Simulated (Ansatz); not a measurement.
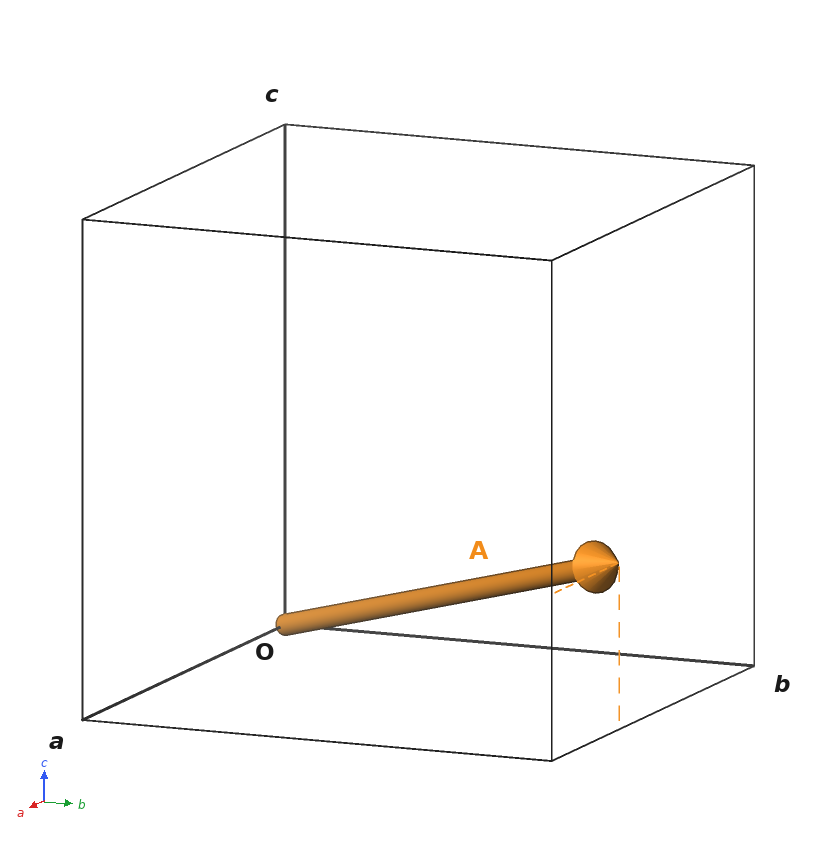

The arrow starts at a corner of the unit cell and ends on its surface; where a tip isn't a corner, dashed lines run from it parallel to the axes. Crystal: Ta, the geometry relaxed with Ansatz 0.2.0, DFT, PBE, plane waves (420 eV) with PAW, scalar-relativistic; the starting structure was generated, so it need not be a known form of this composition. The drawing is computed from the coordinates (standard cell, symmetry found to 0.002 Å).

a = 5.309 Å, b = 5.309 Å, c = 5.309 Å, α = 90.00°, β = 90.00°, γ = 90.00°.

Question: Index the direction.

Answer: Arrow A runs from (0, 0, 0) to (2/3, 1, 1/3), so [2 3 1].

Question: How long is the vector ua + vb + wc?

Answer: 19.865 Å.

Question: In No. 223, Pm-3n, how many directions are equivalent to A (Laue class m-3m, both senses counted)?

Answer: 48.
